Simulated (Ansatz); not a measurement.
**Phonons of As (Pm-3m, 1 atom in the cell) against volume**

Aim: how the phonons of As (Pm-3m, 1 atom in the cell) shift with volume, and the thermal expansion that follows.

Calculated with Ansatz 0.2.0; DFT PBEsol, scalar-relativistic, plane waves, PAW.

This is not the structure that As takes at ambient pressure and room temperature (space group No. 166); it is a model or a phase of other conditions.

## 1. Starting point

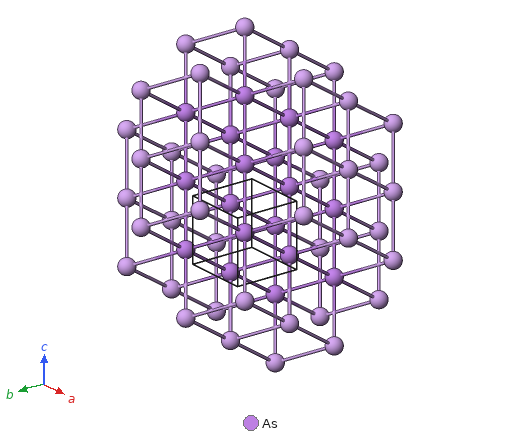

The cell as given, from a free direction (arsenic purple). 3×2×3 cells are drawn. Some periodic images of atoms are drawn too.

## 2. Phonons on a q mesh

The cell comes from relaxations at this level that are not shown. Stability and thermal properties need the whole zone. Linear response on a 4×4×4 q mesh gives force constants as far as a supercell of that size would.

Input file input.yaml:

```yaml
crystal:
  lattice:
    - [2.6885784294, 0.0, 0.0]
    - [0.0, 2.6885784294, 0.0]
    - [0.0, 0.0, 2.6885784294]
  atoms:
    - { symbol: As, position: [0.5, 0.5, 0.5] }
kpoints:
  mp_grid: { grid: [16, 16, 16] }
hamiltonian:
  xc: pbesol
scf:
  occupations: { method: methfessel_paxton, width: 0.15 }
output:
  eigenvalues: true
phonons:
  method: dfpt
  qmesh: [4, 4, 4]
  temperatures: { t_max: 1000, t_step: 50 }
  qpath:
    path:
      - [[0.0, 0.0, 0.0], [0.0, 0.5, 0.0], [0.5, 0.5, 0.0], [0.0, 0.0, 0.0], [0.5, 0.5, 0.5], [0.0, 0.5, 0.0]]
      - [[0.5, 0.5, 0.5], [0.5, 0.5, 0.0]]
    npoints: 10
```

On the command line:

```bash
ansatz run input.yaml --threads 4 --pin off --max-ram 7168MiB --backend cpu --events-out ev --progress --plain --runs-dir out
```

Numbers of over 12 decimals in the logs are rounded to 6 here.

Output:

```text
Engine: ansatz 0.2.0, aarch64-unknown-linux-gnu
Pseudopotentials: kind: paw
Pseudopotential: As, paw, valence charge 15, recommended cutoff 420 eV (normal), As.paw.azcp
Functional definition: PBEsol
  exchange = pbesol_x
  correlation = pbesol_c
Crystal: 1 atoms, lattice volume = 19.434 Å³
Basis set: ecut = 420 eV, 389 PW (Γ), exchange–correlation on 36×36×36 points (8 copies of the dense FFT grid, shifted against one another)
Bands: 12, of which v1, the nominal top of the filled ones, is band 8 counted from 1 (7 counted from 0)
Symmetry: 48 space group operations
k-points: 165 of 4096
Non-local potential: As, projectors of the file, l = 0: 2, l = 1: 2, l = 2: 3, l = 3: 1
PAW form: soft (Blöchl's): semilocal exchange-correlation on the pseudo side does not see the compensation charge
PAW frozen core: As, regenerated for the run's functional, and the local potential with it (the file was generated under x = pbe(κ = 0.804, μ = 0.219515), c = pbe(β = 0.066725))
PAW one-centre angular grid: As, 590 points (default); XC on 64 Gauss nodes
Initial density: superposition of atomic densities (neutral atoms: chi_scale 0, normalization atom), corrected by the library's trained network
Initial wavefunctions: pseudopotential atomic-orbital guess
Functional: x = pbesol(κ = 0.804, μ = 0.123457), c = pbesol(β = 0.046)
SCF iter   1: F=—  HF=-4812.946414 eV  |F-HF|=—  |Δ(HF+E_count)|=         —  Δρ=9.83e-4  dr2=6.79e-5  ethr=1.77e-3  ⟨swp⟩=5.1  Hψ=11785  notcnv=0
preconditioner: auto → none  [insulator: Δε(μ)=0.160 eV  Ē_g=15.172 eV  σ=0.150 eV  W_gap=0.61  n_scr=6 (ndim 8)  ℏωp=18.8 eV  f_vac=0.001  D(μ)=0.17/eV (n_scr^D=0)  ε∞_Penn≈2.5]
SCF iter   2: F=—  HF=-4812.946098 eV  |F-HF|=—  |Δ(HF+E_count)|=   3.16e-4  S|Δr|=    0.00e0  Δρ=4.51e-4  dr2=1.67e-5  ethr=4.53e-7  ⟨swp⟩=2.0  Hψ=4541  notcnv=0
SCF iter   3: F=—  HF=-4812.946117 eV  |F-HF|=—  |Δ(HF+E_count)|=   1.89e-5  S|Δr|=    0.00e0  Δρ=1.77e-4  dr2=2.76e-6  ethr=1.11e-7  ⟨swp⟩=2.1  Hψ=3083  notcnv=0
SCF iter   4: F=—  HF=-4812.946121 eV  |F-HF|=—  |Δ(HF+E_count)|=   3.44e-6  S|Δr|=    0.00e0  Δρ=2.45e-5  dr2=1.51e-7  ethr=1.84e-8  ⟨swp⟩=2.2  Hψ=2998  notcnv=0
SCF iter   5: F=—  HF=-4812.946120 eV  |F-HF|=—  |Δ(HF+E_count)|=   1.25e-7  S|Δr|=    0.00e0  Δρ=8.23e-6  dr2=1.60e-8  ethr=1.01e-9  ⟨swp⟩=2.0  Hψ=3131  notcnv=0
SCF iter   6: F=—  HF=-4812.946120 eV  |F-HF|=—  |Δ(HF+E_count)|=   1.66e-8  S|Δr|=    0.00e0  Δρ=4.24e-7  dr2=2.47e-11  ethr=1.07e-10  ⟨swp⟩=2.0  Hψ=3153  notcnv=0
SCF iter   7: F=-4812.946120 eV  HF=-4812.946120 eV  |F-HF|=0.00e0  |Δ(HF+E_count)|=  1.55e-11  S|Δr|=    0.00e0  Δρ=3.67e-8  dr2=3.01e-13  ethr=1.00e-12  ⟨swp⟩=5.8  Hψ=7609  notcnv=0
SCF 1 converged in 7 iterations: F = -4812.946120 eV  dr2 = 3.01e-13
  greatest PAW one-centre occupation: 0.999 electrons in one spin orbital (limit 2), on the As atom at site 0 (counted from 0), in its partial waves of l = 2
NSCF: frozen V_eff on 165 k-points
NSCF: frozen V_eff on 405 k-points
DFPT response loops at q = (0, 0, 0) (fractional): preconditioner auto → Kerker (q_TF=auto, 2.613 Å⁻¹) (partly filled bands, converged f_vac=0.000); β = 1.00, the filter's whole step (`scf.mixing.beta` (0.50) is not read by the response loops under this deck's `scf.mixing.preconditioner`; to damp them name `kerker` or `kerker_dos`, under which they read `scf.mixing.beta`, and type it under 1.00, their step now; both keys bind the ground state too); Broyden in place of MSR1
NSCF: frozen V_eff on 2592 k-points
DFPT response loops at q = (0, 0, 0.25) (fractional): mixed as the last ones told, above
NSCF: frozen V_eff on 1458 k-points
DFPT response loops at q = (0, 0, -0.5) (fractional): mixed as the last ones told, above
NSCF: frozen V_eff on 4608 k-points
DFPT response loops at q = (0, 0.25, 0.25) (fractional): mixed as the last ones told, above
NSCF: frozen V_eff on 2592 k-points
DFPT response loops at q = (0, 0.25, -0.5) (fractional): mixed as the last ones told, above
NSCF: frozen V_eff on 1458 k-points
DFPT response loops at q = (0, -0.5, -0.5) (fractional): mixed as the last ones told, above
NSCF: frozen V_eff on 4352 k-points
DFPT response loops at q = (0.25, 0.25, 0.25) (fractional): mixed as the last ones told, above
NSCF: frozen V_eff on 4608 k-points
DFPT response loops at q = (0.25, 0.25, -0.5) (fractional): mixed as the last ones told, above
NSCF: frozen V_eff on 2592 k-points
DFPT response loops at q = (0.25, -0.5, -0.5) (fractional): mixed as the last ones told, above
NSCF: frozen V_eff on 810 k-points
DFPT response loops at q = (-0.5, -0.5, -0.5) (fractional): mixed as the last ones told, above
SCF converged after 7 iterations
Stability not checked: this state was not tested for a lower state beside it, because cold or Methfessel-Paxton smearing, or corrected tetrahedra, fill the levels in a way that the test cannot read (fill_not_monotonic; see scf.lower_state_search)
Free energy (F): -4812.946120 eV
Harris-Foulkes:  -4812.946120 eV  (|F-HF|=0.00e0)
Internal energy: -4812.947028 eV  (E = F + TS)
E sigma→0 (E₀):  -4812.946347 eV
Entropy (-TS):   0.000908 eV (0.908 meV/atom)
Fermi energy:    11.856250 eV
--- Per-component energies (eV) ---
  E_band       = -213.064885
  E_kinetic    = 102.990019
  E_local      = -1535.095338  (includes V_loc(G=0)·N_el)
  E_nonlocal   = -668.254467
  E_hartree    = 867.633275
  E_xc         = -78.986853
  E_vxc        = -79.606447  (∫ρ·V_xc dr)
  E_paw        = -1792.631688  (= ΣΔE_a)
  E_vpaw       = 231.634820  (= ΣTr[D̂ρ^β])
  E_aug_tail   = 0.000007  (compensation charges beyond the density's cutoff)
  E_ewald      = -1709.568412
  E_core_change = 0.966429  (= ΣΔE_core)
  E_smearing   = 0.000908  (= −TS)
  E_closure    = -0.000000  (closes the sum)
  Σ components = -4812.946120   (vs F -4812.946120, Δ=0.00e0)
--- Band table (eV; the first three rows and the last of 165) ---
  k-point 0: bands = [... 4 lower, -24.0740, -3.2947, 16.0585, 16.0585, 16.0585, 20.4689, 20.4689, 22.3987]
  k-point 1: bands = [... 4 lower, -24.0739, -3.2212, 15.0579, 16.1237, 16.1237, 20.5360, 21.2061, 22.8651]
  k-point 2: bands = [... 4 lower, -24.0737, -3.0024, 13.1878, 16.3157, 16.3157, 20.7357, 21.8974, 24.6385]
  k-point 164: bands = [... 4 lower, -24.0297, 7.0265, 10.0060, 10.0060, 10.0060, 17.7550, 17.7550, 17.7550]
--- Phonons (Γ-DFPT): 1 representative perturbation + reference (Σ response iterations 3) ---
  ASR residual: 6.688e-6 → 0.000e0 eV/Å²; symmetrization residual: 4.487e-11 eV/Å²
  ASR residual per site (eV/Å²): 6.69e-6
  Γ frequencies (cm⁻¹): 0.00 0.00 0.00
--- Phonons (arbitrary-q DFPT): 10 irreducible q on the 4×4×4 mesh ---
  q = [0.0000, 0.0000, 0.0000] (star 1, of the zone-centre solve; hermiticity 0.00e0, symmetrization 6.71e-6): 0.00 0.00 0.00
  q = [0.0000, 0.0000, 0.2500] (star 6, 2 solved perturbations in 2016 linear systems a pass and spin channel, the states on 1296 of 4096 k-point pairs; hermiticity 2.35e-13, symmetrization 1.44e-12): 57.23 57.23 139.06
  q = [0.0000, 0.0000, -0.5000] (star 3, 2 solved perturbations in 1134 linear systems a pass and spin channel, the states on 729 of 4096 k-point pairs; hermiticity 8.71e-14, symmetrization 3.69e-12): 65.29 65.29 152.87
  q = [0.0000, 0.2500, 0.2500] (star 12, 2 solved perturbations in 3528 linear systems a pass and spin channel, the states on 2304 of 4096 k-point pairs; hermiticity 6.52e-14, symmetrization 2.42e-13): 80.29 132.04 164.13
  q = [0.0000, 0.2500, -0.5000] (star 12, 3 solved perturbations on 1296 of 4096 k-point pairs; hermiticity 1.94e-13, symmetrization 1.36e-13): 81.17 87.36 155.18
  q = [0.0000, -0.5000, -0.5000] (star 3, 2 solved perturbations in 1134 linear systems a pass and spin channel, the states on 729 of 4096 k-point pairs; hermiticity 3.02e-13, symmetrization 3.89e-13): 93.35 97.72 97.72
  q = [0.2500, 0.2500, 0.2500] (star 8, 1 solved perturbation on 2176 of 4096 k-point pairs; hermiticity 2.03e-13, symmetrization 4.05e-12): 152.88 152.88 192.17
  q = [0.2500, 0.2500, -0.5000] (star 12, 2 solved perturbations in 3528 linear systems a pass and spin channel, the states on 2304 of 4096 k-point pairs; hermiticity 2.01e-14, symmetrization 3.44e-13): -48.74 156.41 178.60
  q = [0.2500, -0.5000, -0.5000] (star 6, 2 solved perturbations in 2016 linear systems a pass and spin channel, the states on 1296 of 4096 k-point pairs; hermiticity 1.66e-13, symmetrization 3.05e-13): -51.10 -51.10 164.48
  q = [-0.5000, -0.5000, -0.5000] (star 1, 1 solved perturbation on 405 of 4096 k-point pairs; hermiticity 1.36e-13, symmetrization 9.75e-13): -195.58 -195.58 -195.58
  sum rule: each row above includes the acoustic sum rule's correction from the zone centre's row sums; it moved no ω² by more than (0.16 cm⁻¹)²
  mesh force constants: q→R imaginary residual 0.00e0; ASR residual 6.688e-6 → 0.000e0 eV/Å²; symmetrization residual 5.329e-15 eV/Å²
  interpolated dispersion: 62 rows × 3 modes
  density of states and harmonic sums: on the 24×24×24 q-mesh, interpolated from the force constants of a 4×4×4 supercell (no non-analytic term)
  largest difference from the sums on the solved wave vectors: F 5.52e-2 eV, S 8.04e-5 and C_V 2.53e-5 eV/K
  zero-point energy: 0.021097 eV/cell   skipped modes (ω ≤ 0): 113, of them read as no rigid motion or as one in doubt: 110 (1.769e-1 modes/cell left out, lowest -195.58 cm⁻¹)   left out of the sums: 5.90e-2 of the cell's modes: C_V's classical limit lies that fraction below 3 k_B per atom; for a crystal, a wire or a layer, F and S can be off by more, and a phonons.interpolated_qmesh denser along its periods is the remedy for the sampling
```

Run time: 94 s. Hardware: 4 threads of Arm Neoverse V1, shared host; peak memory 1.4 GiB.

The column dr2 measures how far the density is from self-consistency, as an energy; F and HF (Harris–Foulkes) agree once it is small.

This step gave:

```
volume per atom                                         : 19.43 Å³
gap on the k-mesh                                       : 0 eV
sum-rule residual before enforcement                    : 6.69e-6 eV/Å²
lowest frequency on the path                            : -195.6 cm⁻¹
highest frequency on the path or at a solved wavevector : 192.2 cm⁻¹
lowest mode on the q mesh (acoustic modes at Γ apart)   : -195.6 cm⁻¹
```

Frequencies (cm⁻¹) solved at each irreducible wavevector; negative means imaginary. Frequencies by wavevector, by row:

| q in reciprocal lattice units | star | mode 1 | mode 2 | mode 3 |
| --- | --- | --- | --- | --- |
| 0 0 0 | 1 | 0 | 0 | 0 |
| 0 0 0.25 | 6 | 57.2 | 57.2 | 139.1 |
| 0 0 -0.5 | 3 | 65.3 | 65.3 | 152.9 |
| 0 0.25 0.25 | 12 | 80.3 | 132 | 164.1 |
| 0 0.25 -0.5 | 12 | 81.2 | 87.4 | 155.2 |
| 0 -0.5 -0.5 | 3 | 93.3 | 97.7 | 97.7 |
| 0.25 0.25 0.25 | 8 | 152.9 | 152.9 | 192.2 |
| 0.25 0.25 -0.5 | 12 | -48.7 | 156.4 | 178.6 |
| 0.25 -0.5 -0.5 | 6 | -51.1 | -51.1 | 164.5 |
| -0.5 -0.5 -0.5 | 1 | -195.6 | -195.6 | -195.6 |

Symmetry leaves 10 wavevectors to solve. The lowest mode among them, the acoustic zeros apart, lies at q = (-0.5, -0.5, -0.5) and is imaginary, 195.6i cm⁻¹, so the energy falls along it.

## 3. Relaxing at another volume, volume ratio 0.97

The volume is scaled by 0.97 and held; symmetry leaves nothing to relax, so this is a single point. The modes can then be followed against volume.

input.yaml, the sections that differ from step 2:

```yaml
crystal:
  lattice:
    - [2.6614192147, 0.0, 0.0]
    - [0.0, 2.6614192147, 0.0]
    - [0.0, 0.0, 2.6614192147]
  atoms:
    - { symbol: As, position: [0.5, 0.5, 0.5] }
output:
  forces: true
  stress: true
  eigenvalues: true
  write_density: true
  write_potential: true
  elf: true
  volumetric_format: npy
# kpoints, hamiltonian, scf: as in step 2
# phonons: removed
```

Output:

```text
[...]
Crystal: 1 atoms, lattice volume = 18.851 Å³
Basis set: ecut = 420 eV, 365 PW (Γ), exchange–correlation on 36×36×36 points (8 copies of the dense FFT grid, shifted against one another)
Bands: 12, of which v1, the nominal top of the filled ones, is band 8 counted from 1 (7 counted from 0)
Symmetry: 48 space group operations
[...]
k-points: 165 of 4096
[...]
--- Band table (eV; the first three rows and the last of 165) ---
  k-point 0: bands = [... 4 lower, -23.5570, -3.0432, 16.7149, 16.7149, 16.7149, 21.0400, 21.0400, 23.2095]
  k-point 1: bands = [... 4 lower, -23.5569, -2.9676, 15.6695, 16.7825, 16.7825, 21.1085, 21.8269, 23.6739]
  k-point 2: bands = [... 4 lower, -23.5566, -2.7421, 13.7404, 16.9821, 16.9821, 21.3126, 22.5942, 25.4403]
  k-point 164: bands = [... 4 lower, -23.5087, 7.7951, 10.4850, 10.4850, 10.4850, 18.2415, 18.2415, 18.2415]
[key lines of the parts left out:]
SCF converged after 5 iterations
Free energy (F): -4812.940819 eV
Fermi energy:    12.390984 eV
P = ⅓ Tr σ = 2.9868 GPa (29.868 kbar)
```

Elapsed: 1.5 s, on 4 threads; peak memory 0.31 GiB; 3.7 s of CPU time.

Numbers from this step:

* pressure: 2.987 GPa
* volume per atom: 18.85 Å³

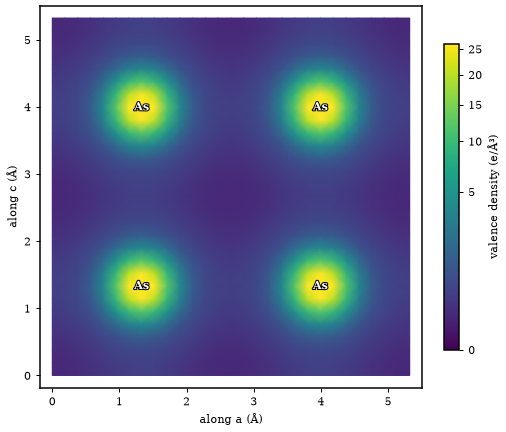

Valence density in the ac plane at fractional y = 0.500, with atoms of As within 0.2 Å of it. It is the smooth field of the valence electrons, not physical close to the nuclei. The colour scale is stretched toward low values.

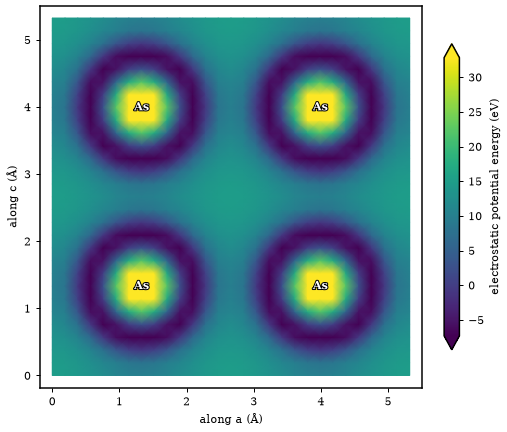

Electrostatic potential energy in the ac plane at fractional y = 0.500, with atoms of As within 0.2 Å of it. With pseudopotentials it is smooth inside the atoms' cores, unlike the true potential.

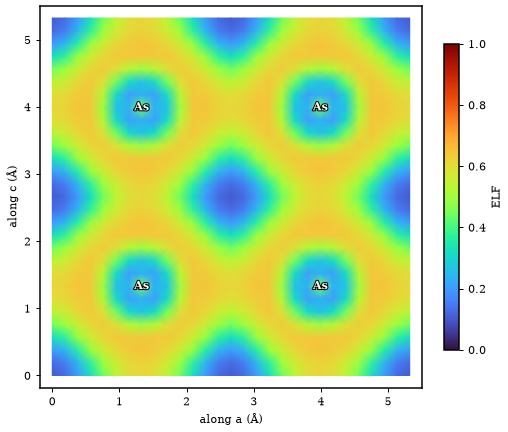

ELF in the ac plane at fractional y = 0.500, with atoms of As within 0.2 Å of it. It is the smooth field of the valence electrons, not physical close to the nuclei.

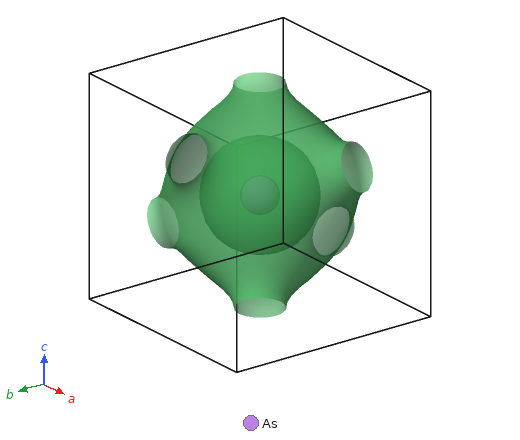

Surface of ELF = 0.57. Bonds to atoms that aren't drawn are left out.

## 4. Phonons at the other volume, volume ratio 0.97

The phonons are repeated at this volume on the same k and q meshes.

input.yaml, the sections that differ from step 3:

```yaml
output:
  eigenvalues: true
phonons:
  method: dfpt
  qmesh: [4, 4, 4]
  temperatures: { t_max: 1000, t_step: 50 }
  qpath:
    path:
      - [[0.0, 0.0, 0.0], [0.0, 0.5, 0.0], [0.5, 0.5, 0.0], [0.0, 0.0, 0.0], [0.5, 0.5, 0.5], [0.0, 0.5, 0.0]]
      - [[0.5, 0.5, 0.5], [0.5, 0.5, 0.0]]
    npoints: 10
# crystal, kpoints, hamiltonian, scf: as in step 3
```

Output:

```text
[...]
Crystal: 1 atoms, lattice volume = 18.851 Å³
Basis set: ecut = 420 eV, 365 PW (Γ), exchange–correlation on 36×36×36 points (8 copies of the dense FFT grid, shifted against one another)
Bands: 12, of which v1, the nominal top of the filled ones, is band 8 counted from 1 (7 counted from 0)
Symmetry: 48 space group operations
k-points: 165 of 4096
[...]
SCF iter   1: F=—  HF=-4812.941079 eV  |F-HF|=—  |Δ(HF+E_count)|=         —  Δρ=1.03e-3  dr2=6.42e-5  ethr=1.77e-3  ⟨swp⟩=5.1  Hψ=11803  notcnv=0
[...]
SCF iter   7: F=-4812.940819 eV  HF=-4812.940819 eV  |F-HF|=9.09e-13  |Δ(HF+E_count)|=  7.82e-11  S|Δr|=    0.00e0  Δρ=3.62e-8  dr2=1.96e-13  ethr=1.00e-12  ⟨swp⟩=5.8  Hψ=8195  notcnv=0
SCF 1 converged in 7 iterations: F = -4812.940819 eV  dr2 = 1.96e-13
[...]
NSCF: frozen V_eff on 165 k-points
[...]
SCF converged after 7 iterations
[...]
Free energy (F): -4812.940819 eV
[...]
Internal energy: -4812.941523 eV  (E = F + TS)
E sigma→0 (E₀):  -4812.940995 eV
Entropy (-TS):   0.000704 eV (0.704 meV/atom)
Fermi energy:    12.390850 eV
[...]
--- Band table (eV; the first three rows and the last of 165) ---
  k-point 0: bands = [... 4 lower, -23.5579, -3.0433, 16.7148, 16.7148, 16.7148, 21.0399, 21.0399, 23.2094]
  k-point 1: bands = [... 4 lower, -23.5578, -2.9678, 15.6693, 16.7824, 16.7824, 21.1084, 21.8268, 23.6738]
  k-point 2: bands = [... 4 lower, -23.5575, -2.7422, 13.7403, 16.9819, 16.9819, 21.3125, 22.5941, 25.4401]
  k-point 164: bands = [... 4 lower, -23.5097, 7.7948, 10.4849, 10.4849, 10.4849, 18.2414, 18.2414, 18.2414]
[...]
ASR residual: 3.150e-6 → 0.000e0 eV/Å²; symmetrization residual: 1.213e-11 eV/Å²
  ASR residual per site (eV/Å²): 3.15e-6
  Γ frequencies (cm⁻¹): 0.00 0.00 0.00
--- Phonons (arbitrary-q DFPT): 10 irreducible q on the 4×4×4 mesh ---
[...]
interpolated dispersion: 62 rows × 3 modes
[...]
```

Wall time 92 s (4 threads); peak memory 1.4 GiB; 5.9 min of CPU time.

Numbers from this step:

| Item | Value |
| --- | --- |
| sum-rule residual before enforcement | 3.15e-6 eV/Å² |
| lowest frequency on the path | -181.9 cm⁻¹ |
| highest frequency on the path or at a solved wavevector | 200.9 cm⁻¹ |
| lowest mode on the q mesh (acoustic modes at Γ apart) | -181.9 cm⁻¹ |

(Continued in part 2 of 2.)

[Logs are printed without paths, hosts, clocks, repeated set-up lines and the standing remarks that a program may print on its own settings, such as how far it seeks lower states.]

[Hosts, paths, dates, database ids (printed as entryN), source tags and the programs' standing remarks are cut or masked in the printed files.]
